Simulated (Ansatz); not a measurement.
Take the following structure.

```cif
data_structure
_symmetry_space_group_name_H-M 'P 1'
_symmetry_Int_Tables_number 1
_cell_length_a 3.0932
_cell_length_b 3.0932
_cell_length_c 6.2724
_cell_angle_alpha 90.000
_cell_angle_beta 90.000
_cell_angle_gamma 120.000
_cell_volume 51.97
loop_
_atom_site_label
_atom_site_type_symbol
_atom_site_fract_x
_atom_site_fract_y
_atom_site_fract_z
_atom_site_occupancy
Mo1 Mo 0.00000 0.00000 0.00000 1
S1 S 0.33333 0.66667 0.25052 1
S2 S 0.33333 0.66667 0.74948 1
```

### Summarise the structure in words.

The stoichiometry is MoS₂. Space group: P-6m2 (No. 187). Lattice: primitive hexagonal. Atoms per cell: 3 (1 Mo, 2 S). The polyhedra are MoS6 trigonal prisms; they share edges. Each Mo has six S in a trigonal prismatic arrangement at 2.38 Å. The coordination shell of S holds three Mo in a trigonal pyramidal arrangement at 2.38 Å. Not all metal-metal contacts are counted. The bonds build MoS2 layers parallel to (001).

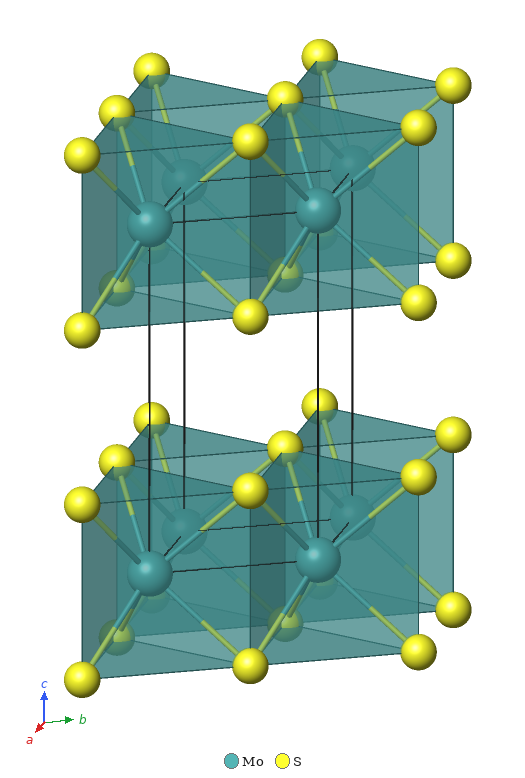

The structure above is drawn in polyhedral style and viewed slightly off an axis. The conventional unit cell is outlined; an atom on or near a face, edge or corner is repeated at each equivalent position. Some atoms of the next cells are drawn as well. Colours: molybdenum teal, sulfur yellow.

Origin of the cell: a structure listed in the Materials Project. It was relaxed at fixed volume with Ansatz 0.2.0, DFT PBE+D3(BJ), scalar-relativistic, plane waves, PAW.

At this level of theory the cell isn't at rest (compressed, at 6 GPa), so its distances can differ from those at equilibrium, the more so the softer the solid.
